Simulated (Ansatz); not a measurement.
Single-point calculation of Ta2N

System: Ta2N (9 atoms in the cell).
Method: DFT PBE, scalar-relativistic, plane waves, PAW, no spin polarisation (Ansatz 0.2.0).

The structure derives from a Materials Project entry. It belongs to a series of runs on one base structure; here: structure listed in a database for this formula (P-31m, No. 162). Figures and captions count atoms from 1; the log counts them from 0 in places.

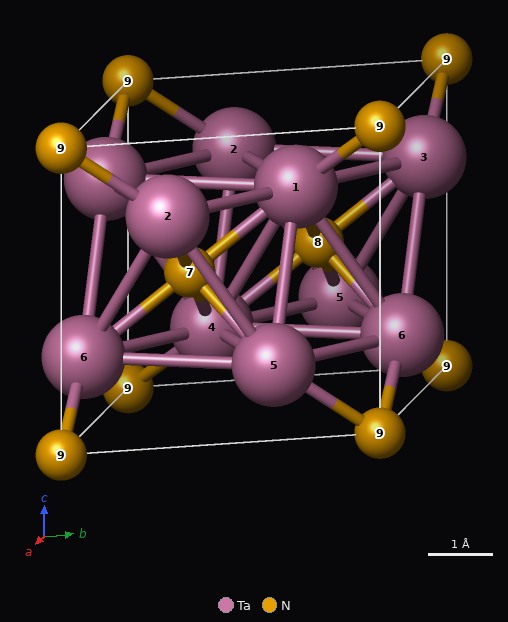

*The structure (ball-and-stick view of the cell of the calculation, seen slightly off an axis; atoms are numbered from 1 in the order of the input).*

## Input
```yaml
crystal:
  lattice:
    - [5.2965720514, 0.0, 0.0]
    - [-2.6482860257, 4.5869659495, 0.0]
    - [0.0, 0.0, 4.9391825701]
  atoms:
    - { symbol: Ta, position: [0.66636167, 0.66636167, 0.75361826] }
    - { symbol: Ta, position: [0.0, 0.33363833, 0.75361826] }
    - { symbol: Ta, position: [0.33363833, 0.0, 0.75361826] }
    - { symbol: Ta, position: [0.33363833, 0.33363833, 0.24638174] }
    - { symbol: Ta, position: [0.0, 0.66636167, 0.24638174] }
    - { symbol: Ta, position: [0.66636167, 0.0, 0.24638174] }
    - { symbol: "N", position: [0.66666667, 0.33333333, 0.5] }
    - { symbol: "N", position: [0.33333333, 0.66666667, 0.5] }
    - { symbol: "N", position: [0.0, 0.0, 0.0] }
basis:
  ecutwfc: 420
kpoints:
  mp_grid: { grid: [6, 6, 4] }
hamiltonian:
  xc: pbe
scf:
  occupations: { method: gaussian, width: 0.1 }
  lower_state_search: "off"
output:
  forces: true
  stress: true
  eigenvalues: true
```

Run on 1 thread of Intel Xeon (Granite Rapids), 32 GiB of memory available, shared host.

Command:
```bash
ansatz run input.yaml --threads 1 --pin off --max-ram 2560MiB --backend cpu --events-out ev --progress --plain --runs-dir out
```

## The program's output
```
Engine: ansatz 0.2.0, x86_64-unknown-linux-gnu
Pseudopotentials: kind: paw
Pseudopotential: Ta, paw, valence charge 13, recommended cutoff 420 eV (normal), Ta.paw.azcp
Pseudopotential: N, paw, valence charge 5, recommended cutoff 420 eV (normal), N.paw.azcp
Functional definition: PBE
  parameter kappa = 0.804
  parameter beta = 0.06672455060314922
  exchange = pbe_x(kappa = kappa, mu = beta*pi^2/3)
  correlation = pbe_c(beta = beta)
Crystal: 9 atoms, lattice volume = 119.998 Å³
Basis set: ecut = 420 eV, 2351 PW (Γ), exchange–correlation on 72×72×72 points (8 copies of the dense FFT grid, shifted against one another)
Bands: 56, of which v1, the nominal top of the filled ones, is band 47 counted from 1 (46 counted from 0)
Symmetry: 12 space group operations
Space group: P-31m (ITA 162), of the structure as read, at distance tolerance 4.9e-5 Å
k-points: 24 of 144
Non-local potential: Ta, projectors of the file, l = 0: 3, l = 1: 2, l = 2: 2, l = 3: 1
Non-local potential: N, projectors of the file, l = 0: 2, l = 1: 2, l = 2: 1
PAW form: soft (Blöchl's): semilocal exchange-correlation on the pseudo side does not see the compensation charge
PAW one-centre angular grid: Ta, 590 points (default); XC on 64 Gauss nodes
PAW one-centre angular grid: N, 110 points (default); XC on 64 Gauss nodes
Initial density: superposition of atomic densities (neutral atoms: chi_scale 0, normalization atom), corrected by the library's trained network
Initial wavefunctions: pseudopotential atomic-orbital guess
Functional: x = pbe(κ = 0.804, μ = 0.2195149727645171), c = pbe(β = 0.06672455060314922)
SCF iter   1: F=—  HF=-60753.797275 eV  |F-HF|=—  |Δ(HF+E_count)|=         —  Δρ=6.52e-3  dr2=4.58e-2  ethr=1.77e-3  ⟨swp⟩=6.1  Hψ=5275  notcnv=0
preconditioner: auto → Kerker (q_TF=auto, 2.615 Å⁻¹)  [metal: Δε(μ)=0.018 eV  Ē_g=7.945 eV  σ=0.100 eV  W_gap=0.10  n_scr=28 (ndim 8)  ℏωp=22.7 eV  f_vac=0.000  D(μ)=2.34/eV (n_scr^D=20)]
SCF iter   2: F=—  HF=-60753.792586 eV  |F-HF|=—  |Δ(HF+E_count)|=   4.69e-3  Δρ=3.70e-3  dr2=1.53e-2  ethr=4.92e-5  ⟨swp⟩=1.9  Hψ=1722  notcnv=0
SCF iter   3: F=—  HF=-60753.791241 eV  |F-HF|=—  |Δ(HF+E_count)|=   1.35e-3  Δρ=1.12e-3  dr2=2.24e-3  ethr=1.64e-5  ⟨swp⟩=2.0  Hψ=1508  notcnv=0
SCF iter   4: F=—  HF=-60753.790789 eV  |F-HF|=—  |Δ(HF+E_count)|=   4.52e-4  Δρ=3.03e-4  dr2=1.04e-4  ethr=2.41e-6  ⟨swp⟩=2.0  Hψ=1816  notcnv=0
SCF iter   5: F=—  HF=-60753.790774 eV  |F-HF|=—  |Δ(HF+E_count)|=   1.56e-5  Δρ=7.07e-5  dr2=5.40e-6  ethr=1.11e-7  ⟨swp⟩=2.0  Hψ=1813  notcnv=0
SCF iter   6: F=—  HF=-60753.790812 eV  |F-HF|=—  |Δ(HF+E_count)|=   3.84e-5  Δρ=1.86e-5  dr2=3.99e-7  ethr=5.80e-9  ⟨swp⟩=2.0  Hψ=1807  notcnv=0
SCF iter   7: F=—  HF=-60753.790812 eV  |F-HF|=—  |Δ(HF+E_count)|=   4.61e-8  Δρ=9.24e-6  dr2=1.03e-7  ethr=1.08e-10  ⟨swp⟩=11.5  Hψ=5703  notcnv=0
SCF iter   8: F=-60753.790812 eV  HF=-60753.790812 eV  |F-HF|=6.55e-10  |Δ(HF+E_count)|=   2.42e-8  Δρ=1.42e-6  dr2=1.99e-9  ethr=1.08e-10  ⟨swp⟩=4.0  Hψ=4076  notcnv=0
SCF 1 converged in 8 iterations: F = -60753.790812 eV  dr2 = 1.99e-9
  greatest PAW one-centre occupation: 0.999 electrons in one spin orbital (limit 2), on the Ta atom at site 5 (counted from 0), in its partial waves of l = 0
```

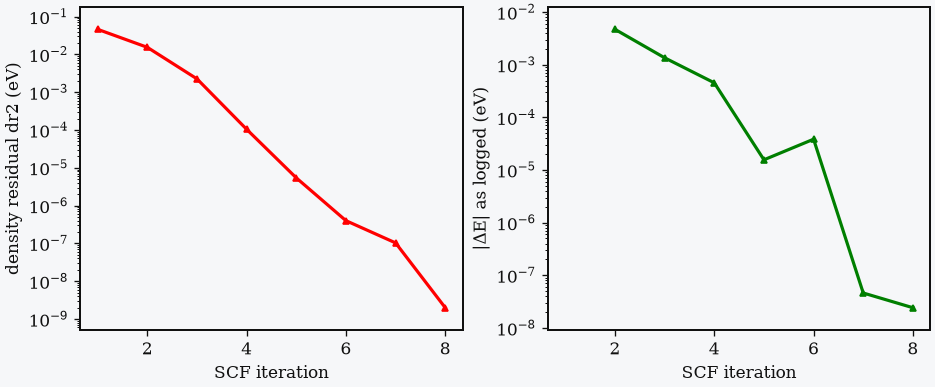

*Convergence of the self-consistent field: density residual dr2 and size of the energy change against the SCF iteration.*

The residual falls at every step.

```
SCF converged after 8 iterations
Free energy (F): -60753.790812 eV
Harris-Foulkes:  -60753.790812 eV  (|F-HF|=6.55e-10)
Internal energy: -60753.779505 eV  (E = F + TS)
E sigma→0 (E₀):  -60753.785158 eV
Entropy (-TS):   -0.011307 eV (-1.256 meV/atom)
Fermi energy:    19.833389 eV
--- Per-component energies (eV) ---
  E_band       = -502.128393
  E_kinetic    = 2599.291980
  E_local      = -3641.375244  (includes V_loc(G=0)·N_el)
  E_nonlocal   = 222.333469
  E_hartree    = 1258.078960
  E_xc         = -1496.229911
  E_vxc        = -1460.606433  (∫ρ·V_xc dr)
  E_paw        = -50763.148369  (= ΣΔE_a)
  E_vpaw       = -737.931194  (= ΣTr[D̂ρ^β])
  E_aug_tail   = 0.001268  (compensation charges beyond the density's cutoff)
  E_ewald      = -8932.731658
  E_smearing   = -0.011307  (= −TS)
  E_closure    = 0.000000  (closes the sum)
  Σ components = -60753.790812   (vs F -60753.790812, Δ=0.00e0)
--- Forces (eV/Å), atoms counted from 1 ---
  atom   1  Ta     0.01900315     0.03291442    -0.02591834
  atom   2  Ta     0.01900315    -0.03291442    -0.02591834
  atom   3  Ta    -0.03800629    -0.00000000    -0.02591834
  atom   4  Ta    -0.01900315    -0.03291442     0.02591834
  atom   5  Ta    -0.01900315     0.03291442     0.02591834
  atom   6  Ta     0.03800629     0.00000000     0.02591834
  atom   7  N     -0.00000000     0.00000000    -0.00000000
  atom   8  N      0.00000000    -0.00000000     0.00000000
  atom   9  N      0.00000000     0.00000000     0.00000000
  max |Σ_I F_I| component: 2.08e-17 eV/Å
--- Stress (GPa, compression-positive) ---
        2.929015      -0.000000      -0.000000
       -0.000000       2.929015       0.000000
       -0.000000       0.000000       2.573186
  P = ⅓ Tr σ = 2.8104 GPa (28.104 kbar)
--- Band table (eV; the first three rows and the last of 24) ---
  k-point 0: bands = ["-48.5332", "-48.4584", "-48.4451", "-48.4451", "-48.4450", "-48.4450", "-15.8192", "-15.4404", "-15.2827", "-15.2827", "-15.2568", "-15.2568", "-15.2122", "-15.1320", "-15.1030", "-15.0139", "-15.0139", "-14.9820", "-14.9820", "-14.7333", "-14.7333", "-14.6299", "-14.6299", "-14.5843", "2.0939", "3.4944", "4.0727", "11.3357", "12.6752", "12.6752", "12.9294", "12.9294", "13.5941", "13.5941", "13.6990", "13.8843", "14.0015", "16.7177", "17.2148", "17.2148", "17.9025", "17.9025", "18.2209", "19.0878", "19.3879", "19.3879", "19.4997", "19.7808", "19.7808", "20.5924", "20.5924", "21.6022", "21.6022", "22.7941", "22.8045", "23.4302"]
  k-point 1: bands = ["-48.5224", "-48.4693", "-48.4458", "-48.4458", "-48.4443", "-48.4443", "-15.7036", "-15.4571", "-15.4571", "-15.3941", "-15.2144", "-15.2117", "-15.2117", "-15.1523", "-15.1441", "-15.0206", "-15.0206", "-14.8646", "-14.8646", "-14.7083", "-14.7083", "-14.7083", "-14.6254", "-14.6254", "2.3857", "3.5150", "3.7912", "11.5141", "11.8100", "11.8100", "13.1018", "13.3341", "13.3341", "13.6298", "13.9909", "13.9909", "15.1906", "17.0296", "17.4622", "17.4622", "17.9157", "17.9157", "18.0387", "18.6235", "18.8330", "18.8330", "19.2930", "20.2935", "20.2935", "21.2877", "21.2877", "21.5062", "21.5062", "21.6568", "22.8790", "22.8790"]
  k-point 2: bands = ["-48.4995", "-48.4924", "-48.4461", "-48.4461", "-48.4440", "-48.4440", "-15.5362", "-15.5362", "-15.4617", "-15.4146", "-15.3027", "-15.2673", "-15.2673", "-15.2468", "-14.9738", "-14.9526", "-14.9526", "-14.9426", "-14.8197", "-14.8197", "-14.6935", "-14.6935", "-14.6075", "-14.6075", "2.9927", "3.1943", "3.5357", "11.4225", "11.4225", "11.7792", "12.6601", "13.2137", "13.2137", "13.5637", "14.4422", "14.4422", "16.9107", "16.9724", "17.4359", "17.6055", "17.6055", "18.0238", "18.1300", "18.1300", "18.4822", "18.4822", "18.9445", "20.5127", "20.5127", "20.7385", "21.9134", "21.9134", "22.0061", "22.0061", "22.6474", "22.6474"]
  k-point 23: bands = ["-48.4778", "-48.4778", "-48.4766", "-48.4473", "-48.4465", "-48.4465", "-15.6028", "-15.6028", "-15.5003", "-15.2848", "-15.2249", "-15.2249", "-15.1708", "-15.1139", "-15.1139", "-14.9498", "-14.9438", "-14.9438", "-14.8229", "-14.8229", "-14.8119", "-14.6567", "-14.6537", "-14.6537", "3.2078", "3.2078", "3.2605", "11.5935", "12.0849", "12.0849", "13.1216", "13.1216", "13.6528", "13.7308", "13.7308", "14.0322", "15.6586", "16.4301", "16.4301", "16.5864", "17.0870", "17.0870", "18.2455", "18.3167", "18.3167", "19.1756", "19.1756", "20.3543", "21.2253", "21.9049", "21.9049", "22.3691", "22.3943", "22.3943", "23.0721", "23.0721"]
```

## Summary

```csv
quantity,value
outcome,converged
space group (tolerance 0.01 Å),P-31m (162)
electrons treated,93
free energy,−60753.7908 eV
Fermi energy,19.833 eV
gap on the k-point mesh,none (metallic)
pressure,2.81 GPa
largest force (length of the vector),0.046 eV/Å
wall time,5.1 s
peak memory,0.46 GiB
```

Spin–orbit coupling is left out, which matters for Ta. The cell holds an odd number of electrons but the run has no spin polarisation, so it comes out as a metal.
